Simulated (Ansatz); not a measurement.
**Geometry relaxation, with input and output: HgSe (part 3 of 3)**

Continued. System: HgSe (slab, 6 atoms in the cell). Method: DFT PBE, scalar-relativistic, plane waves, PAW, no spin polarisation (Ansatz 0.2.0); cutoff 420 eV, 9×9×1 k-mesh, Gaussian smearing of 0.1 eV. The structure derives from an entry of the Crystallography Open Database. It belongs to a series of runs on one base structure; here: (1 1 1) slab, atoms relaxed.

Geometry of the input (Å; fractional positions):
```
4.4267  0.0000  0.0000
-2.2133  3.8336  0.0000
0.0000  0.0000  23.1323
Se 0.0000  0.0000  0.3242
Hg 0.3333  0.6667  0.3633
Se 0.3333  0.6667  0.4805
Hg 0.6667  0.3333  0.5195
Se 0.6667  0.3333  0.6367
Hg 0.0000  0.0000  0.6758
```

Output, continued:
```
  k-point 0: bands = ["-114.3165", "-113.5494", "-112.9688", "-62.7832", "-62.7832", "-62.7708", "-62.0189", "-62.0189", "-62.0029", "-61.4412", "-61.4412", "-61.4042", "-47.2535", "-47.2535", "-47.1533", "-47.1533", "-47.1235", "-46.5310", "-46.5310", "-46.4623", "-46.4623", "-46.4415", "-45.8703", "-45.8703", "-45.7471", "-45.7471", "-45.7079", "-12.8739", "-11.9904", "-11.2223", "-7.0573", "-7.0573", "-6.1799", "-6.1799", "-6.1235", "-6.1235", "-6.0946", "-5.5337", "-5.5337", "-5.5037", "-5.4225", "-5.4225", "-4.8333", "-4.8187", "-4.8187", "-3.0130", "-1.7918", "-0.8661", "-0.2197", "-0.2197", "0.2197", "0.4309", "0.4309", "1.1502", "1.1502", "1.1657", "1.6642", "4.0102", "5.5796", "5.8766", "6.0444", "6.0444", "6.6450", "6.6796", "6.6796"]
  k-point 1: bands = ["-114.3165", "-113.5494", "-112.9688", "-62.7832", "-62.7832", "-62.7708", "-62.0189", "-62.0189", "-62.0029", "-61.4413", "-61.4412", "-61.4042", "-47.2535", "-47.2535", "-47.1533", "-47.1533", "-47.1234", "-46.5310", "-46.5310", "-46.4623", "-46.4623", "-46.4415", "-45.8703", "-45.8703", "-45.7471", "-45.7471", "-45.7079", "-12.8323", "-11.9545", "-11.1864", "-7.0424", "-7.0143", "-6.2096", "-6.1747", "-6.1299", "-6.0966", "-6.0543", "-5.5217", "-5.5160", "-5.5003", "-5.4232", "-5.4031", "-4.8709", "-4.8202", "-4.7821", "-2.9745", "-1.9905", "-1.4068", "-0.7571", "-0.4311", "0.0561", "0.2618", "0.4815", "0.9484", "0.9837", "1.8075", "2.4838", "4.0620", "5.4725", "5.6920", "5.9188", "6.3500", "6.3852", "6.6989", "6.9386"]
  k-point 2: bands = ["-114.3165", "-113.5494", "-112.9688", "-62.7833", "-62.7832", "-62.7707", "-62.0190", "-62.0189", "-62.0029", "-61.4413", "-61.4413", "-61.4042", "-47.2536", "-47.2535", "-47.1533", "-47.1533", "-47.1234", "-46.5311", "-46.5310", "-46.4623", "-46.4623", "-46.4415", "-45.8704", "-45.8703", "-45.7471", "-45.7471", "-45.7079", "-12.7245", "-11.8619", "-11.0937", "-6.9775", "-6.8996", "-6.2770", "-6.1750", "-6.0738", "-6.0120", "-6.0050", "-5.5552", "-5.4462", "-5.4355", "-5.4006", "-5.3610", "-4.9155", "-4.8222", "-4.7348", "-3.1159", "-2.8130", "-1.9545", "-1.3593", "-0.9163", "-0.5076", "-0.1356", "0.3658", "0.5926", "1.6638", "2.4929", "3.2759", "4.0628", "5.1674", "5.6289", "5.8722", "6.3975", "6.5849", "7.0829", "7.2351"]
  k-point 11: bands = ["-114.3165", "-113.5494", "-112.9688", "-62.7834", "-62.7833", "-62.7707", "-62.0190", "-62.0190", "-62.0029", "-61.4414", "-61.4414", "-61.4042", "-47.2538", "-47.2537", "-47.1533", "-47.1533", "-47.1233", "-46.5311", "-46.5311", "-46.4624", "-46.4623", "-46.4415", "-45.8704", "-45.8704", "-45.7472", "-45.7471", "-45.7079", "-12.4509", "-11.6308", "-10.8627", "-6.6028", "-6.5668", "-6.3539", "-6.2472", "-5.8086", "-5.8051", "-5.6203", "-5.5678", "-5.5073", "-5.1928", "-5.1453", "-4.9628", "-4.9361", "-4.9005", "-4.7375", "-4.4393", "-4.1087", "-3.4766", "-2.8731", "-1.8735", "-1.2420", "-0.8699", "-0.3858", "0.5317", "2.9054", "3.4864", "4.2239", "4.6654", "5.9820", "6.2487", "6.8490", "7.0625", "7.0749", "7.6278", "8.0023"]
--- Relaxed structure (7 steps of the walk, 6 accepted, 0 SCFs on fresh bases) ---
  F+E_penalty+E_count = -57848.16776676 eV   max|allowed force component| = 2.727e-3 eV/Å
  atoms:
    - { symbol: Se, position: [-3.3703774026776627e-34, -4.587149369524668e-19, 0.32659406535676117] }
    - { symbol: Hg, position: [0.33333333333333326, 0.6666666666666666, 0.3551821679053618] }
    - { symbol: Se, position: [0.33333333333333326, 0.6666666666666666, 0.4868853962246273] }
    - { symbol: Hg, position: [0.6666666666666665, 0.3333333333333333, 0.5154502100183367] }
    - { symbol: Se, position: [0.6666666666666665, 0.3333333333333333, 0.6498484461188712] }
    - { symbol: Hg, position: [-9.62964972193618e-34, 1.8832602136047885e-18, 0.666039714376042] }
```

Trajectory as extended XYZ (Å, eV, eV/Å), 7 frames, from step=1 to step=7:
```
6
Lattice="4.4267 0.0000 0.0000 -2.2133 3.8336 0.0000 0.0000 0.0000 23.1323" Properties=species:S:1:pos:R:3:forces:R:3 step=1 energy=-57847.83337
Se    0.0000    0.0000    7.5000    0.0000   0.0000   0.2971
Hg    0.0000    2.5557    8.4036    0.0000   0.0000  -0.6545
Se    0.0000    2.5557   11.1144    0.0000   0.0000   0.5414
Hg    2.2133    1.2779   12.0179    0.0000   0.0000  -0.5191
Se    2.2133    1.2779   14.7287    0.0000   0.0000   0.9446
Hg    0.0000    0.0000   15.6323    0.0000   0.0000  -0.6094
6
Lattice="4.4267 0.0000 0.0000 -2.2133 3.8336 0.0000 0.0000 0.0000 23.1323" Properties=species:S:1:pos:R:3:forces:R:3 step=2 energy=-57848.11238
Se    0.0000    0.0000    7.5831    0.0000   0.0000   0.0366
Hg    0.0000    2.5557    8.3150    0.0000   0.0000  -0.1802
Se    0.0000    2.5557   11.1970    0.0000   0.0000   0.2655
Hg    2.2133    1.2779   11.9888    0.0000   0.0000  -0.2955
Se    2.2133    1.2779   14.8757    0.0000   0.0000   0.3874
Hg    0.0000    0.0000   15.4373    0.0000   0.0000  -0.2144
6
Lattice="4.4267 0.0000 0.0000 -2.2133 3.8336 0.0000 0.0000 0.0000 23.1323" Properties=species:S:1:pos:R:3:forces:R:3 step=3 energy=-57848.16318
Se    0.0000    0.0000    7.5145    0.0000   0.0000   0.1037
Hg    0.0000    2.5557    8.2237    0.0000   0.0000  -0.0843
Se    0.0000    2.5557   11.2784    0.0000   0.0000  -0.0653
Hg    2.2133    1.2779   11.9008    0.0000   0.0000   0.0724
Se    2.2133    1.2779   15.0666    0.0000   0.0000  -0.0476
Hg    0.0000    0.0000   15.4128    0.0000   0.0000   0.0211
6
Lattice="4.4267 0.0000 0.0000 -2.2133 3.8336 0.0000 0.0000 0.0000 23.1323" Properties=species:S:1:pos:R:3:forces:R:3 step=4 energy=-57848.16756
Se    0.0000    0.0000    7.5630    0.0000   0.0000  -0.0170
Hg    0.0000    2.5557    8.2165    0.0000   0.0000   0.0034
Se    0.0000    2.5557   11.2573    0.0000   0.0000   0.0097
Hg    2.2133    1.2779   11.9140    0.0000   0.0000   0.0140
Se    2.2133    1.2779   15.0395    0.0000   0.0000  -0.0146
Hg    0.0000    0.0000   15.4067    0.0000   0.0000   0.0043
6
Lattice="4.4267 0.0000 0.0000 -2.2133 3.8336 0.0000 0.0000 0.0000 23.1323" Properties=species:S:1:pos:R:3:forces:R:3 step=5 energy=-57848.16756
Se    0.0000    0.0000    7.5630    0.0000   0.0000  -0.0170
Hg    0.0000    2.5557    8.2165    0.0000   0.0000   0.0035
Se    0.0000    2.5557   11.2573    0.0000   0.0000   0.0097
Hg    2.2133    1.2779   11.9140    0.0000   0.0000   0.0141
Se    2.2133    1.2779   15.0395    0.0000   0.0000  -0.0146
Hg    0.0000    0.0000   15.4067    0.0000   0.0000   0.0043
6
Lattice="4.4267 0.0000 0.0000 -2.2133 3.8336 0.0000 0.0000 0.0000 23.1323" Properties=species:S:1:pos:R:3:forces:R:3 step=6 energy=-57848.16719 accepted=F
Se    0.0000    0.0000    7.5483    0.0000   0.0000   0.0055
Hg    0.0000    2.5557    8.2075    0.0000   0.0000   0.0172
Se    0.0000    2.5557   11.2772    0.0000   0.0000  -0.0279
Hg    2.2133    1.2779   11.9405    0.0000   0.0000  -0.0210
Se    2.2133    1.2779   15.0238    0.0000   0.0000   0.0258
Hg    0.0000    0.0000   15.3996    0.0000   0.0000   0.0003
6
Lattice="4.4267 0.0000 0.0000 -2.2133 3.8336 0.0000 0.0000 0.0000 23.1323" Properties=species:S:1:pos:R:3:forces:R:3 step=7 energy=-57848.16777
Se    0.0000    0.0000    7.5549    0.0000   0.0000   0.0000
Hg    0.0000    2.5557    8.2162    0.0000   0.0000  -0.0013
Se    0.0000    2.5557   11.2628    0.0000   0.0000  -0.0007
Hg    2.2133    1.2779   11.9235    0.0000   0.0000   0.0011
Se    2.2133    1.2779   15.0325    0.0000   0.0000   0.0027
Hg    0.0000    0.0000   15.4070    0.0000   0.0000  -0.0017
```

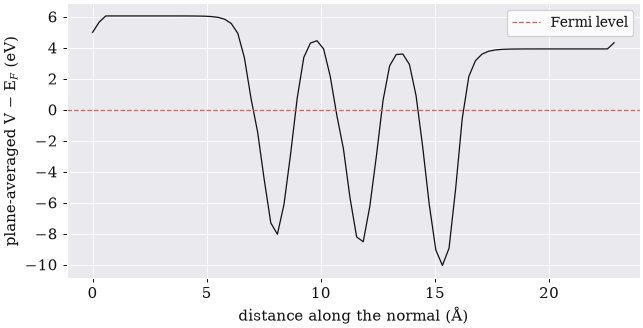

Plane average of the electrostatic potential energy of an electron across the cell, from the Fermi level. The vacuum level lies 3.92 eV above the Fermi level on the upper side and 6.05 eV on the lower.

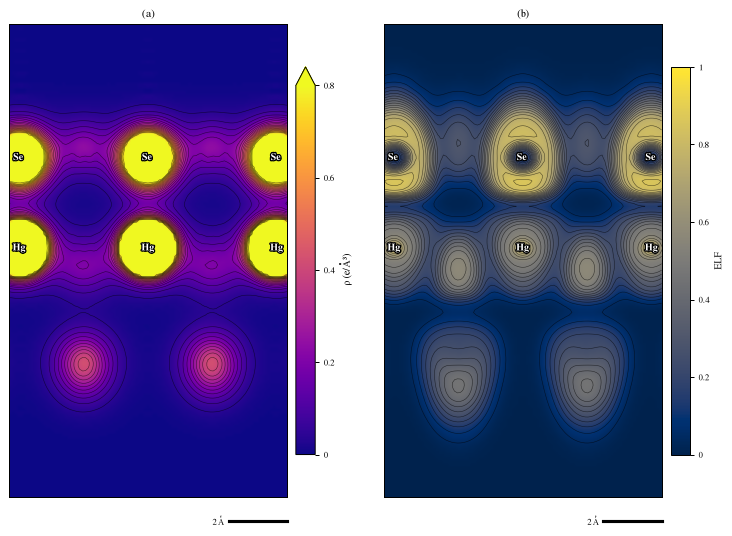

(a) valence charge density (pseudo); (b) ELF on the (010) plane of the calculation cell, a cut from vacuum to vacuum. The plane passes through Hg and Se nuclei. The density dies away to nearly zero in the vacuum. The strong features right at Hg lie inside the PAW spheres (semicore, d or f shells) and say nothing about bonding. In a PAW calculation such maps are meaningful between the atoms, not at the nuclei.

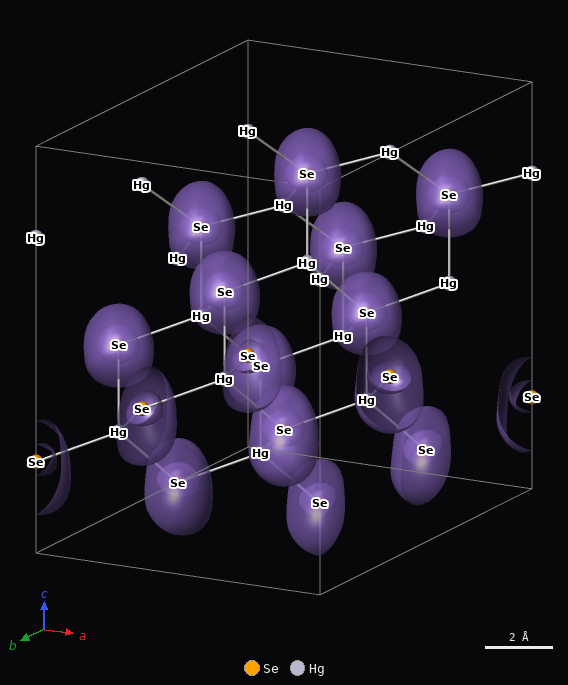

Isosurface of the ELF at 0.7 (purple), seen at an oblique angle. Core shells and regions of very low density are left out. Sticks mark near contacts. Counts are for one cell; the picture repeats the cell along the surface. Along the contacts the grid gives the following. Hg–Se (2.58 Å): the ELF peaks at about 0.80 in the valence shell of Se, 0.8 Å from its nucleus, and drops to about 0.25 between the two atoms; no shared pair; the contact is polar. Hg–Se (2.64 Å): the ELF peaks at about 0.80 in the valence shell of Se, 0.8 Å from its nucleus, and drops to about 0.25 between the two atoms (a polar contact without a shared pair, in a metal).

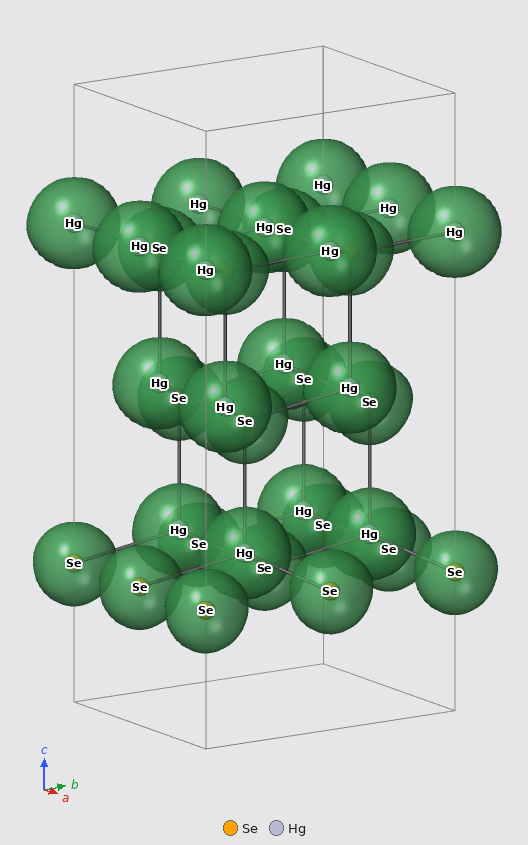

Isosurface of the valence electron density at 0.6 e/Å³ (green), seen slightly off an axis. Sticks mark near contacts. At this value the density breaks into separate islands; it holds about 80 % of the electrons treated as valence (semicore included). It is pinched off along the Hg–Se (2.58 Å) and Hg–Se (2.64 Å) contacts. On the grid the lowest density along these lines, outside the cores, is 0.47 e/Å³ (Hg–Se, 2.58 Å) and 0.42 e/Å³ (Hg–Se, 2.64 Å).

Results in brief:

| quantity | value |
| --- | --- |
| outcome | converged |
| electrons treated | 108 |
| free energy | −57848.1678 eV |
| work function, top face | 3.92 eV |
| work function, bottom face | 6.05 eV |
| Fermi energy | 0.981 eV |
| gap on the k-point mesh | none (metallic) |
| final volume | 392.56 Å³ |
| work function (upper face) | 3.92 eV |
| largest force (length of the vector) at the end | 0.003 eV/Å |
| wall time | 1.7 min (CPU time 3.3 min) |
| peak memory | 0.74 GiB |

Remarks:

The program warns: the exchange-correlation potential is rough where the density is thin. Spin–orbit coupling is left out, which matters for Hg.
